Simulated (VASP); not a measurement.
## C: geometry relaxation (part 1 of 3)

System: C (4 atoms in the cell).
Method: Kohn-Sham DFT of a periodic cell, PBEsol, VASP PAW PBE potentials, recommended, no spin polarisation (VASP 6.6.1).

The structure derives from an entry of the Crystallography Open Database.

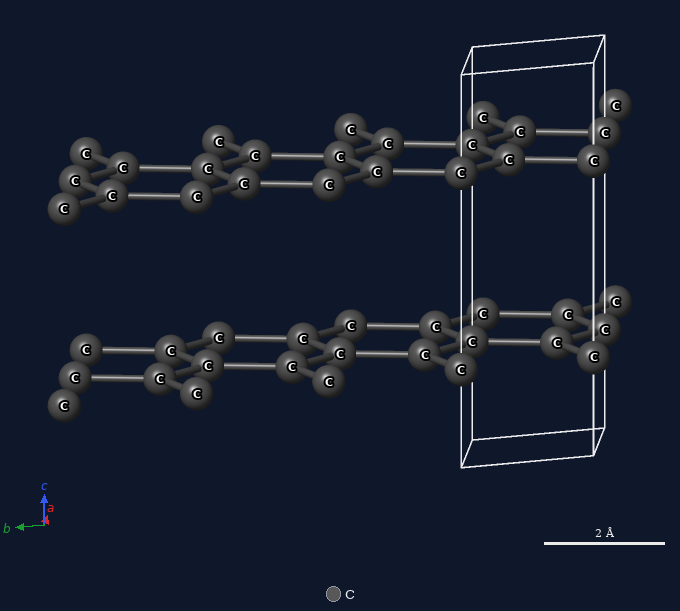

The input geometry (ball-and-stick view of the cell of the calculation, repeated 2 × 4 × 1, seen at an oblique angle).

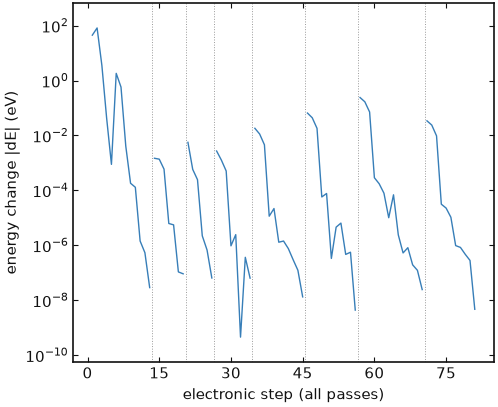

Convergence of the self-consistent field: energy change |dE| against the electronic step. Each stretch between dotted lines is the SCF of one geometry step of a relaxation. The 8 ionic steps take 6 to 14 electronic steps each. The density is held fixed in the first few steps, and dE rises again when its update begins.

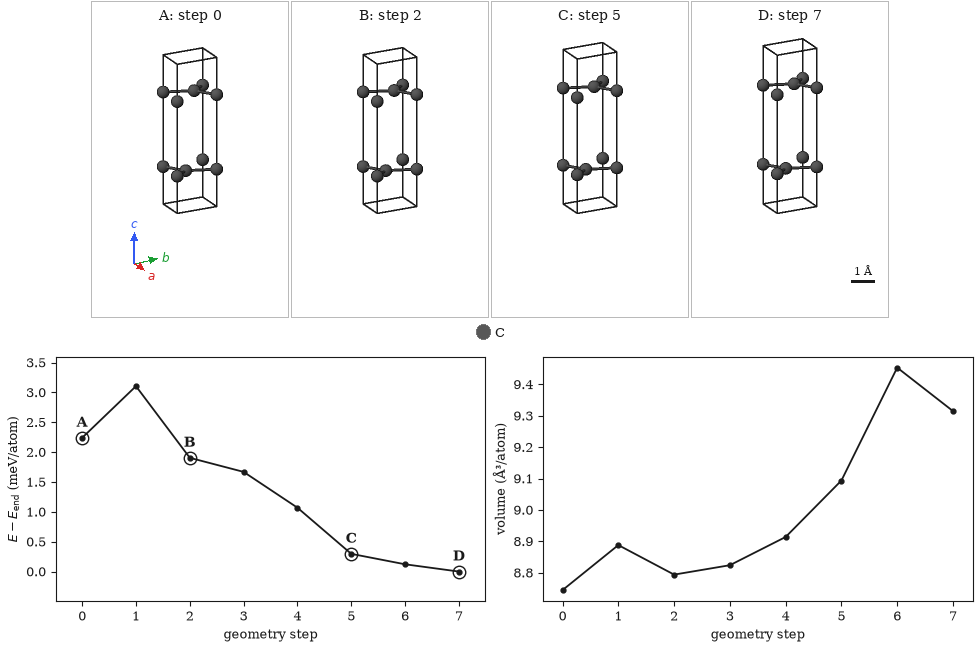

Frames of the relaxation (ball-and-stick view of the cell of the calculation, seen slightly off an axis) above the curves, on which the letters mark them (steps are counted from 0).

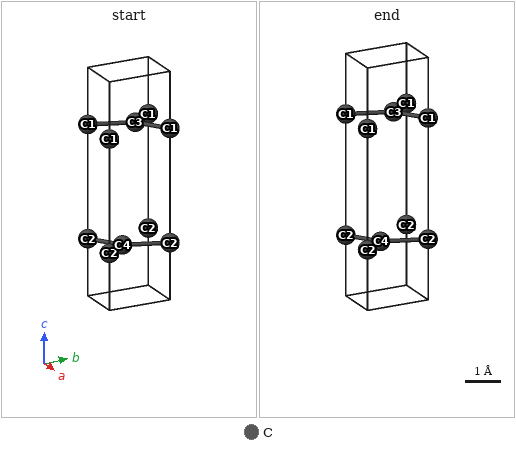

Before (left) and after (right) the relaxation, at one scale (ball-and-stick view of the cell of the calculation, seen slightly off an axis). After 7 geometry steps the energy has fallen by 2.2 meV per atom. All forces vanish by symmetry, so only the cell relaxes. The atoms keep their places relative to the cell (all moves are under 0.005 Å). The drawn cell changes as follows: a = b 2.456 → 2.461 Å (+0.2 %), c 6.696 → 7.104 Å (+6.1 %); the volume changes by +6.5 %. The space group stays P6_3/mmc (No. 194). (Atoms are counted from 1 in the order of the input.)

The input and output of the run follow.

INCAR
```
SYSTEM = C
PREC = Accurate ; ENCUT = 520
EDIFF = 1E-7 ; ISMEAR = 0
SIGMA = 0.02 ; LREAL = .False.
LASPH = .True. ; NELM = 100
ALGO = Normal ; ISIF = 3
LWAVE = .False. ; LCHARG = .False.
GGA = PS ; IBRION = 2
NSW = 80 ; EDIFFG = -0.002
```

KPOINTS
```
regular mesh
0
Gamma
  15 15 6
  0 0 0
```

POSCAR
```
C
1.0
    2.4560000000      0.0000000000      0.0000000000
   -1.2280000000      2.1269583900      0.0000000000
    0.0000000000      0.0000000000      6.6960000000
C
4
Direct
    0.0000000000      0.0000000000      0.7500000000
    0.0000000000      0.0000000000      0.2500000000
    0.3333333300      0.6666666700      0.7500000000
    0.6666666700      0.3333333300      0.2500000000
```

Run as:
```bash
cat potpaw_PBE.64/C/POTCAR > POTCAR
mpirun -np 1 vasp_std > vasp.out
```

OSZICAR
```
N       E                     dE             d eps       ncg     rms          rms(c)
DAV:   1     0.450255551968E+02    0.45026E+02   -0.84140E+03  2608   0.123E+03
DAV:   2    -0.373654330838E+02   -0.82391E+02   -0.76071E+02  3572   0.229E+02
DAV:   3    -0.409277931572E+02   -0.35624E+01   -0.35383E+01  3280   0.488E+01
DAV:   4    -0.409699636676E+02   -0.42171E-01   -0.42105E-01  3244   0.611E+00
DAV:   5    -0.409708512719E+02   -0.88760E-03   -0.88724E-03  3268   0.854E-01    0.912E+00
DAV:   6    -0.391407529991E+02    0.18301E+01   -0.17972E+00  3028   0.932E+00    0.529E+00
DAV:   7    -0.385615009612E+02    0.57925E+00   -0.19508E+00  3024   0.984E+00    0.132E+00
DAV:   8    -0.385655868133E+02   -0.40859E-02   -0.61041E-02  3000   0.172E+00    0.111E-01
DAV:   9    -0.385654047571E+02    0.18206E-03   -0.12338E-03  3232   0.291E-01    0.602E-02
DAV:  10    -0.385655346449E+02   -0.12989E-03   -0.20331E-04  3156   0.118E-01    0.363E-02
DAV:  11    -0.385655332109E+02    0.14340E-05   -0.52878E-06  3348   0.195E-02    0.244E-03
DAV:  12    -0.385655337495E+02   -0.53861E-06   -0.37871E-07  3196   0.530E-03    0.158E-03
DAV:  13    -0.385655337207E+02    0.28831E-07   -0.12688E-07  2948   0.283E-03
   1 F= -.38565534E+02 E0= -.38565449E+02  d E =-.385655E+02
       N       E                     dE             d eps       ncg     rms          rms(c)
DAV:   1    -0.385640540473E+02    0.14797E-02   -0.14626E-01  2860   0.408E+00    0.336E-01
DAV:   2    -0.385626801396E+02    0.13739E-02   -0.22178E-03  3180   0.408E-01    0.197E-01
DAV:   3    -0.385620862008E+02    0.59394E-03   -0.13254E-03  2924   0.272E-01    0.300E-02
DAV:   4    -0.385620799660E+02    0.62347E-05   -0.21934E-05  3220   0.389E-02    0.201E-02
DAV:   5    -0.385620744056E+02    0.55604E-05   -0.61317E-06  3148   0.199E-02    0.281E-03
DAV:   6    -0.385620742980E+02    0.10757E-06   -0.16552E-07  2808   0.327E-03    0.139E-03
DAV:   7    -0.385620742063E+02    0.91685E-07   -0.84470E-09  2036   0.897E-04
   2 F= -.38562074E+02 E0= -.38561988E+02  d E =0.345951E-02
       N       E                     dE             d eps       ncg     rms          rms(c)
DAV:   1    -0.385677043807E+02   -0.56301E-02   -0.63196E-02  2868   0.270E+00    0.220E-01
DAV:   2    -0.385671213974E+02    0.58298E-03   -0.98728E-04  3176   0.270E-01    0.130E-01
DAV:   3    -0.385668754304E+02    0.24597E-03   -0.56345E-04  2888   0.178E-01    0.198E-02
DAV:   4    -0.385668732097E+02    0.22207E-05   -0.93524E-06  3192   0.255E-02    0.133E-02
DAV:   5    -0.385668725360E+02    0.67369E-06   -0.27079E-06  3176   0.133E-02    0.165E-03
DAV:   6    -0.385668726006E+02   -0.64591E-07   -0.68089E-08  2572   0.207E-03
   3 F= -.38566873E+02 E0= -.38566787E+02  d E =-.133888E-02
       N       E                     dE             d eps       ncg     rms          rms(c)
DAV:   1    -0.385695922120E+02   -0.27197E-02   -0.62695E-02  2620   0.206E+00    0.166E-01
DAV:   2    -0.385683273482E+02    0.12649E-02   -0.16473E-03  2752   0.315E-01    0.889E-02
DAV:   3    -0.385678176438E+02    0.50970E-03   -0.16522E-03  3004   0.281E-01    0.235E-02
DAV:   4    -0.385678186023E+02   -0.95841E-06   -0.30829E-05  3028   0.444E-02    0.208E-02
DAV:   5    -0.385678161551E+02    0.24471E-05   -0.61357E-06  3020   0.220E-02    0.325E-03
DAV:   6    -0.385678161556E+02   -0.45338E-09   -0.14847E-06  3104   0.971E-03    0.410E-03
DAV:   7    -0.385678157896E+02    0.36598E-06   -0.12325E-07  2152   0.294E-03    0.846E-04
DAV:   8    -0.385678157258E+02    0.63806E-07   -0.14281E-07  1712   0.295E-03
   4 F= -.38567816E+02 E0= -.38567728E+02  d E =-.943125E-03
       N       E                     dE             d eps       ncg     rms          rms(c)
DAV:   1    -0.385861088814E+02   -0.18293E-01   -0.55702E-01  2616   0.611E+00    0.495E-01
DAV:   2    -0.385748078248E+02    0.11301E-01   -0.14644E-02  2700   0.942E-01    0.265E-01
DAV:   3    -0.385702244079E+02    0.45834E-02   -0.14934E-02  2968   0.842E-01    0.710E-02
DAV:   4    -0.385702359220E+02   -0.11514E-04   -0.28306E-04  2984   0.134E-01    0.646E-02
DAV:   5    -0.385702140727E+02    0.21849E-04   -0.48372E-05  3024   0.621E-02    0.139E-02
DAV:   6    -0.385702153712E+02   -0.12985E-05   -0.26502E-05  3016   0.405E-02    0.161E-02
DAV:   7    -0.385702139397E+02    0.14315E-05   -0.12692E-06  3164   0.943E-03    0.534E-03
DAV:   8    -0.385702131793E+02    0.76047E-06   -0.23413E-06  2908   0.115E-02    0.535E-03
DAV:   9    -0.385702134799E+02   -0.30066E-06   -0.14009E-07  1912   0.302E-03    0.143E-03
DAV:  10    -0.385702136032E+02   -0.12332E-06   -0.35430E-08  1688   0.171E-03    0.984E-05
DAV:  11    -0.385702135900E+02    0.13249E-07   -0.25007E-09  1508   0.451E-04
   5 F= -.38570214E+02 E0= -.38570121E+02  d E =-.334099E-02
       N       E                     dE             d eps       ncg     rms          rms(c)
DAV:   1    -0.386357924598E+02   -0.65579E-01   -0.21629E+00  2624   0.120E+01    0.970E-01
DAV:   2    -0.385915347277E+02    0.44258E-01   -0.56965E-02  2700   0.186E+00    0.523E-01
DAV:   3    -0.385733343145E+02    0.18200E-01   -0.60150E-02  2956   0.168E+00    0.144E-01
DAV:   4    -0.385733919985E+02   -0.57684E-04   -0.11624E-03  2952   0.269E-01    0.136E-01
DAV:   5    -0.385733148880E+02    0.77110E-04   -0.12468E-04  3020   0.101E-01    0.488E-02
DAV:   6    -0.385733145550E+02    0.33308E-06   -0.27630E-04  2932   0.130E-01    0.477E-02
DAV:   7    -0.385733099625E+02    0.45924E-05   -0.71708E-06  3196   0.233E-02    0.241E-02
DAV:   8    -0.385733035113E+02    0.64512E-05   -0.27327E-05  2864   0.397E-02    0.202E-02
DAV:   9    -0.385733039781E+02   -0.46680E-06   -0.10894E-06  2980   0.869E-03    0.853E-03
DAV:  10    -0.385733045385E+02   -0.56046E-06   -0.53964E-07  3084   0.591E-03    0.493E-04
DAV:  11    -0.385733045342E+02    0.43724E-08   -0.82294E-09  1752   0.817E-04
   6 F= -.38573305E+02 E0= -.38573204E+02  d E =-.643193E-02
       N       E                     dE             d eps       ncg     rms          rms(c)
DAV:   1    -0.388145928971E+02   -0.24129E+00   -0.81729E+00  2640   0.231E+01    0.187E+00
DAV:   2    -0.386457944500E+02    0.16880E+00   -0.21729E-01  2656   0.363E+00    0.102E+00
DAV:   3    -0.385740235643E+02    0.71771E-01   -0.24432E-01  2972   0.336E+00    0.300E-01
DAV:   4    -0.385743130324E+02   -0.28947E-03   -0.51220E-03  2896   0.544E-01    0.289E-01
DAV:   5    -0.385741383367E+02    0.17470E-03   -0.21812E-04  3032   0.134E-01    0.176E-01
DAV:   6    -0.385740592502E+02    0.79086E-04   -0.25321E-03  2872   0.398E-01    0.137E-01
DAV:   7    -0.385740693711E+02   -0.10121E-04   -0.57515E-05  3196   0.663E-02    0.103E-01
DAV:   8    -0.385740002180E+02    0.69153E-04   -0.23523E-04  2816   0.120E-01    0.516E-02
DAV:   9    -0.385740026201E+02   -0.24021E-05   -0.44455E-06  3148   0.189E-02    0.340E-02
DAV:  10    -0.385740031478E+02   -0.52772E-06   -0.31018E-06  2984   0.145E-02    0.116E-02
DAV:  11    -0.385740039680E+02   -0.82019E-06   -0.41847E-07  3156   0.569E-03    0.344E-03
DAV:  12    -0.385740041627E+02   -0.19470E-06   -0.25202E-08  1932   0.142E-03    0.149E-03
DAV:  13    -0.385740042857E+02   -0.12301E-06   -0.16704E-08  1776   0.121E-03    0.319E-04
DAV:  14    -0.385740043101E+02   -0.24424E-07   -0.15137E-09  1576   0.394E-04
   7 F= -.38574004E+02 E0= -.38573894E+02  d E =-.713171E-02
       N       E                     dE             d eps       ncg     rms          rms(c)
DAV:   1    -0.386081405418E+02   -0.34136E-01   -0.11753E+00  2616   0.896E+00    0.725E-01
DAV:   2    -0.385841592158E+02    0.23981E-01   -0.31396E-02  2656   0.137E+00    0.386E-01
DAV:   3    -0.385744730881E+02    0.96861E-02   -0.30982E-02  2976   0.122E+00    0.105E-01
DAV:   4    -0.385745045353E+02   -0.31447E-04   -0.61896E-04  2916   0.199E-01    0.917E-02
DAV:   5    -0.385744818143E+02    0.22721E-04   -0.14406E-04  2976   0.107E-01    0.116E-02
DAV:   6    -0.385744923256E+02   -0.10511E-04   -0.22114E-05  3148   0.379E-02    0.194E-02
DAV:   7    -0.385744913492E+02    0.97636E-06   -0.75727E-06  2936   0.203E-02    0.156E-03
DAV:   8    -0.385744921876E+02   -0.83841E-06   -0.16887E-06  3136   0.994E-03    0.675E-03
DAV:   9    -0.385744917155E+02    0.47211E-06   -0.18387E-07  2352   0.334E-03    0.295E-03
DAV:  10    -0.385744914340E+02    0.28149E-06   -0.17038E-07  2284   0.337E-03    0.297E-04
DAV:  11    -0.385744914387E+02   -0.46766E-08   -0.75204E-09  1580   0.875E-04
   8 F= -.38574491E+02 E0= -.38574384E+02  d E =-.761884E-02
```

Parts of OUTCAR
```
SYSTEM = C
   PREC = Accurate
   ENCUT = 520
   EDIFF = 1E-7
   ISMEAR = 0
   LREAL = .False.
   LASPH = .True.
   NELM = 100
   ISIF = 3
   GGA = PS
   IBRION = 2
   NSW = 80
   EDIFFG = -0.002

 ion  position               nearest neighbor table
   1  0.000  0.000  0.750-   3 1.42   3 1.42   3 1.42
   2  0.000  0.000  0.250-   4 1.42   4 1.42   4 1.42
   3  0.333  0.667  0.750-   1 1.42   1 1.42   1 1.42
   4  0.667  0.333  0.250-   2 1.42   2 1.42   2 1.42

  LATTYP: Found a hexagonal cell.
 ALAT       =     2.4560000000
 C/A-ratio  =     2.7263843648

  Lattice vectors:

 A1 = (   2.4560000000,   0.0000000000,   0.0000000000)
 A2 = (  -1.2280000000,   2.1269583900,   0.0000000000)
 A3 = (   0.0000000000,   0.0000000000,   6.6960000000)

Analysis of symmetry for initial positions (statically):
=====================================================================
 Subroutine PRICEL returns:
 Original cell was already a primitive cell.

 Routine SETGRP: Setting up the symmetry group for a
 hexagonal supercell.

 Subroutine GETGRP returns: Found 24 space group operations
 (whereof 12 operations were pure point group operations)
 out of a pool of 24 trial point group operations.

The static configuration has the point symmetry D_3d.
 The point group associated with its full space group is D_6h.

Analysis of symmetry for dynamics (positions and initial velocities):
=====================================================================
 Subroutine PRICEL returns:
 Original cell was already a primitive cell.

 Routine SETGRP: Setting up the symmetry group for a
 hexagonal supercell.

 Subroutine GETGRP returns: Found 24 space group operations
 (whereof 12 operations were pure point group operations)
 out of a pool of 24 trial point group operations.

The dynamic configuration has the point symmetry D_3d.
 The point group associated with its full space group is D_6h.

 Subroutine INISYM returns: Found 24 space group operations
 (whereof 12 operations are pure point group operations),
 and found     1 'primitive' translations

----------------------------------------------------------------------------------------

                                     Primitive cell

  volume of cell :      34.9786

  direct lattice vectors                    reciprocal lattice vectors
     2.456000000  0.000000000  0.000000000     0.407166124  0.235077471  0.000000000
    -1.228000000  2.126958390  0.000000000     0.000000000  0.470154943  0.000000000
     0.000000000  0.000000000  6.696000000     0.000000000  0.000000000  0.149342891

  length of vectors
     2.456000000  2.455999999  6.696000000     0.470154942  0.470154943  0.149342891

  position of ions in fractional coordinates (direct lattice)
     0.000000000  0.000000000  0.750000000
     0.000000000  0.000000000  0.250000000
     0.333333330  0.666666670  0.750000000
     0.666666670  0.333333330  0.250000000

  ion indices of the primitive-cell ions
   primitive index   ion index
                 1           1
                 2           2
                 3           3
                 4           4

----------------------------------------------------------------------------------------

 KPOINTS: regular mesh

Automatic generation of k-mesh.
 Grid dimensions read from file:
 generate k-points for:   15   15    6

 Generating k-lattice:
```
